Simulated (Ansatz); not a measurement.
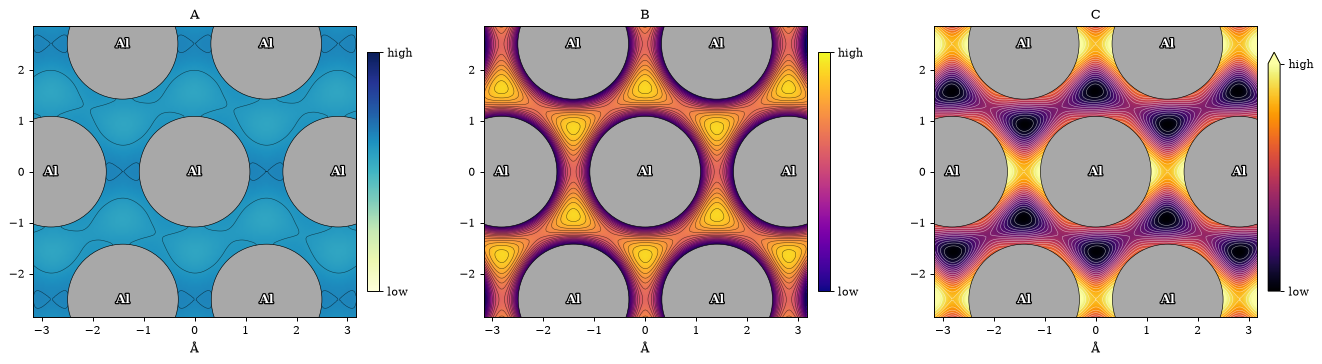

Al: 3 fields on the (010) plane of the conventional cell, with unlabelled colour scales. Grey discs cover the atomic cores.

Space group P-1; changed on purpose from its base cell (cell strained at random at fixed volume); computed pressure about −19 GPa in this cell.

Computed with Kohn-Sham DFT of a periodic cell, RPBE with D3(BJ), SSSP precision PAW (Ansatz 0.2.0).

> Match the panels to the quantities (electron localisation function, electrostatic potential energy of an electron and valence pseudo-density).

Panel A: electron localisation function. Panel B: electrostatic potential energy of an electron (low next to the atoms, rising into the space between them). Panel C: valence pseudo-density. From the grid: Al–Al (2.82 Å): ρ at the midpoint is about 0.21 e/Å³; the ELF peaks at about 0.65 between the atoms. Al–Al (2.88 Å): ρ at the midpoint is about 0.2 e/Å³; the ELF peaks at about 0.60 between the atoms.
